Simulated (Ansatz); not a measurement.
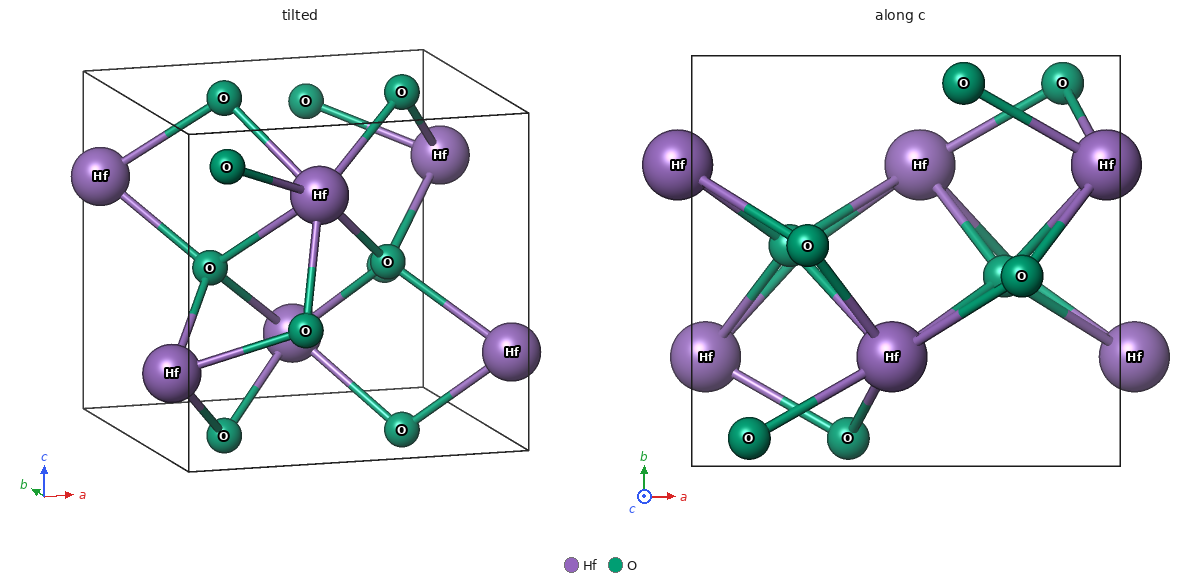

A ball-and-stick picture of a crystal structure, seen slightly off an axis and along the c axis. The parallelepiped is the conventional unit cell.

HfO$_{2}$, space group Pca2_1 (No. 29), a = 5.294 Å, b = 5.069 Å, c = 5.101 Å, α = 90.00°, β = 90.00°, γ = 90.00°. Source of the structure: a structure listed in the Materials Project. Earlier steps of the study, as a rule a relaxation of our own, may have changed the cell and positions, so they can lie some per cent off the listed ones. Ansatz was used for an electronic-structure calculation on it.

This one geometry was computed with Ansatz (DFT, plane waves, PAW) at four levels of theory: PBE with spin-orbit coupling, PBEsol, r2SCAN and PBE.

**Which level gives the highest pressure at this volume, and what does that say about its equilibrium volume?**

Highest: PBE with spin-orbit coupling (-0.2 GPa) and PBE (0.0 GPa), which points to the largest equilibrium volume. Lowest, with the smallest volume: PBEsol (-7.5 GPa). Levels within 0.5 GPa of each other can't be told apart.

**How does the band gap change with the level of theory?**

PBEsol: a gap of 4.27 eV, indirect; PBE with spin-orbit coupling: a gap of 4.32 eV, indirect; PBE: a gap of 4.37 eV, indirect; r2SCAN: a gap of 4.88 eV, indirect.

**Collect the results in a table.**

| level | cutoff (eV) | k-mesh of the run's cell | gap (eV) | pressure (GPa) |
| --- | --- | --- | --- | --- |
| PBE with spin-orbit coupling | 420 | 4×6×6 | 4.32 | -0.2 |
| PBEsol | 420 | 4×6×6 | 4.27 | -7.5 |
| r2SCAN | 500 | 4×6×6 | 4.88 | -5.7 |
| PBE | 420 | 4×6×6 | 4.37 | 0.0 |

Gaps are taken on the k-mesh or band path of each run.
